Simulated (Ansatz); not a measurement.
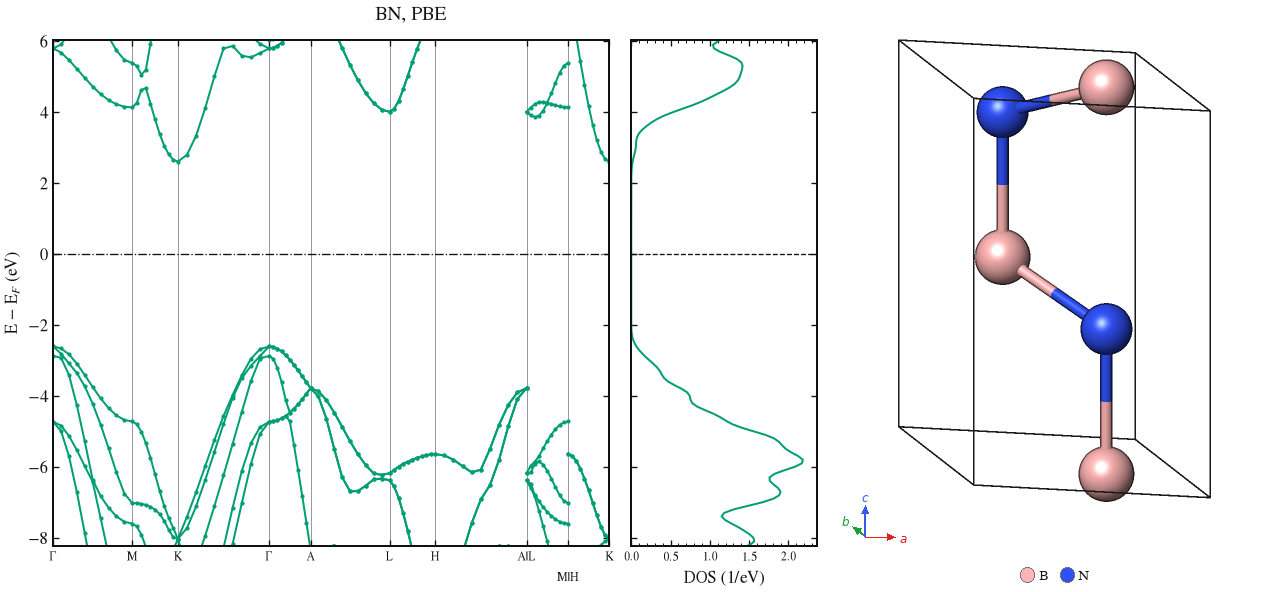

Band structure and density of states, beside the structure. Energies are counted from the Fermi level. The DOS curve is built from the levels of the k mesh with Gaussians 0.55 eV wide, which also blur the band edges; ripples of that width can come from the mesh.

Structure: wurtzite BN, space group P6_3mc (No. 186), 4 atoms in the cell, relaxed with r2SCAN; a = 2.544 Å, c = 4.208 Å (hexagonal axes).

Ansatz 0.2.0; PBE, Ansatz PAW set, no spin polarisation, no spin-orbit coupling, 12×12×6 k mesh, 420 eV cutoff, Fermi-Dirac smearing of 0.02 eV.

### Is there a gap? Give its size, its kind and where the band edges lie.

The material is gapped. The gap along this path is 5.21 eV and indirect, from the valence-band top at Γ to the conduction-band bottom at K; the smallest direct gap is 8.30 eV, between Γ and M.

### How many bands meet at the valence-band top?

Two bands meet at the valence-band top at Γ: it is doubly degenerate (spin aside).

The cell's inner coordinates are idealised or old. LDA, GGA and most meta-GGA functionals understate gaps. The cell is at 5 GPa in this functional. The usual form of BN is layered hexagonal.
